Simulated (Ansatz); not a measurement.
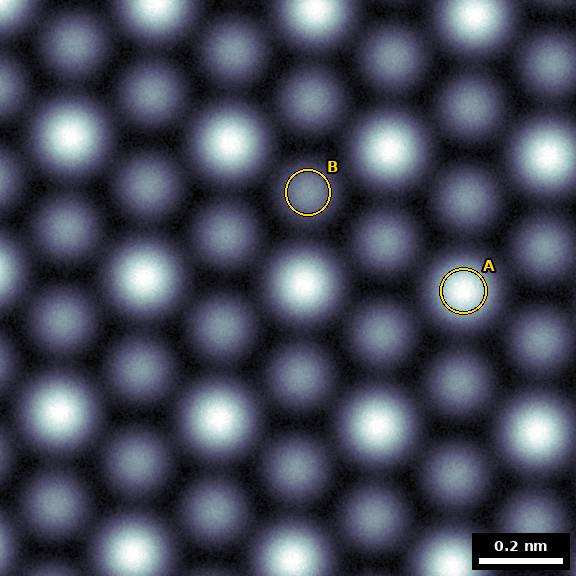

iDPC-like image of Br (P6_3/mmc, No. 194) along [001]. Simulated as the projected potential of neutral atoms (B = 0.5 Å²) blurred by a 0.95 Å probe, the thin-sample limit of integrated differential phase contrast. The display is stretched by a gamma of 0.65; percentages refer to the linear signal. Shot noise was added. Atomic positions: the geometry relaxed with DFT PBEsol, scalar-relativistic, plane waves, PAW in Ansatz; the starting structure was generated, so it need not be a known form of this composition.

```cif
data_structure
_symmetry_space_group_name_H-M 'P 1'
_symmetry_Int_Tables_number 1
_cell_length_a 3.8772
_cell_length_b 3.8772
_cell_length_c 8.1843
_cell_angle_alpha 90.000
_cell_angle_beta 90.000
_cell_angle_gamma 120.000
_cell_volume 106.55
loop_
_atom_site_label
_atom_site_type_symbol
_atom_site_fract_x
_atom_site_fract_y
_atom_site_fract_z
_atom_site_occupancy
Br1 Br 0.00000 0.00000 0.00000 1
Br2 Br 0.00000 0.00000 0.50000 1
Br3 Br 0.33333 0.66667 0.75000 1
Br4 Br 0.66667 0.33333 0.25000 1
```

> Which atoms make up the marked columns?

A: Br (2 Br per 8.18 Å along the beam; the brightest kind). B: Br (1 Br per 8.18 Å along the beam; about 45 % of the brightest peak). Brightness is counted from the darkest point of the image.
